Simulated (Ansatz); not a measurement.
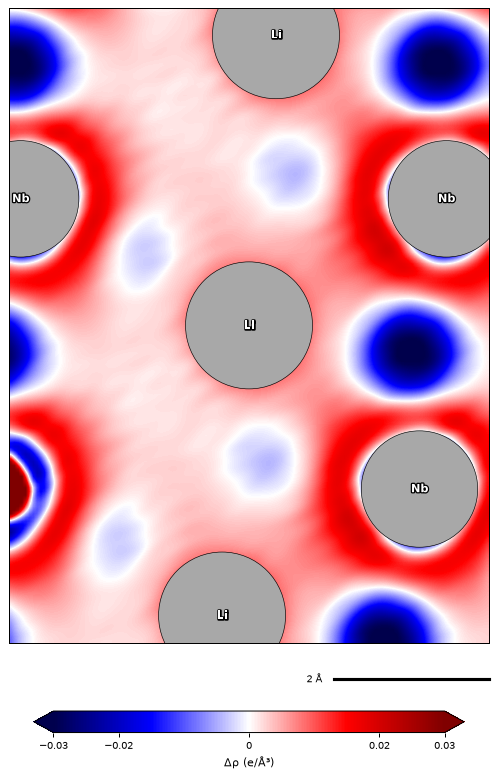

LiNbO$_{3}$. Difference of the valence pseudo-densities of two functionals at the same geometry, on the (101̄) plane of the calculation cell: one of LDA and r2SCAN less the other.

Both computed with Ansatz (plane waves, PAW), on the same k-point mesh. Grey discs cover the atomic cores.

> Which was subtracted from which, and what does the map show?

It is LDA less r2SCAN. Against r2SCAN, LDA gives more density around Li (+0.005 e/Å³ on average at 1.0 Å from the nucleus) and more density around Nb (+0.011 e/Å³ on average at 1.1 Å from the nucleus).
